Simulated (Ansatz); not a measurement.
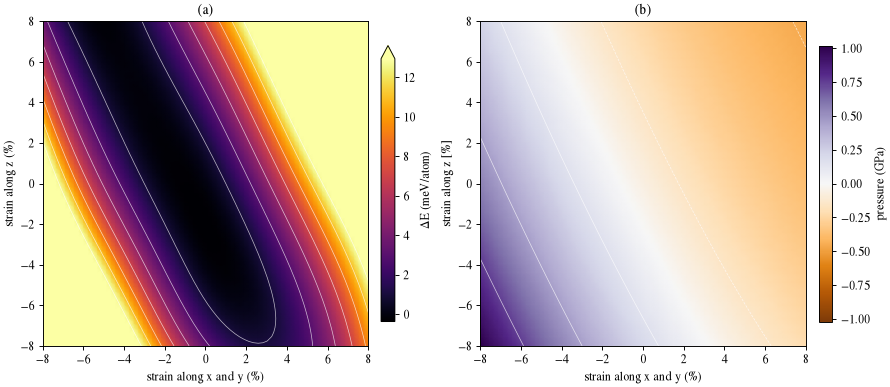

Rb (Im-3m, No. 229; 1 atom in the cell). The cell is strained homogeneously, by one strain along x and y and another along z, with fractional coordinates fixed (x, y and z along the cube axes). Coordinates scanned: (1) strain along x and y; (2) strain along z. The grid has 5 × 5 points. Points are written as (first, second). Energies are in meV/atom, from the unstrained cell. The reference cell is the one listed in the database, not relaxed at this level. Computed with Ansatz 0.2.0, DFT PBEsol, scalar-relativistic, plane waves, PAW. Settings: cutoff 420 eV, k-mesh 12×12×12, gaussian smearing 0.15 eV, no spin polarisation.

Panel (a) is the energy and panel (b) the computed pressure on the same grid.

In the figure: a smooth colour map with a few white contour lines, one colour for all values above the top of the scale. Between grid points the surface is interpolated.

Question: How does the pressure vary over the map, and what is it at the lowest grid point?

Answer: It runs from −0.46 GPa at (8 %, 8 %) to 1.02 GPa at (−8 %, −8 %). At the lowest grid point, (0 %, −4 %), it is 0.06 GPa.
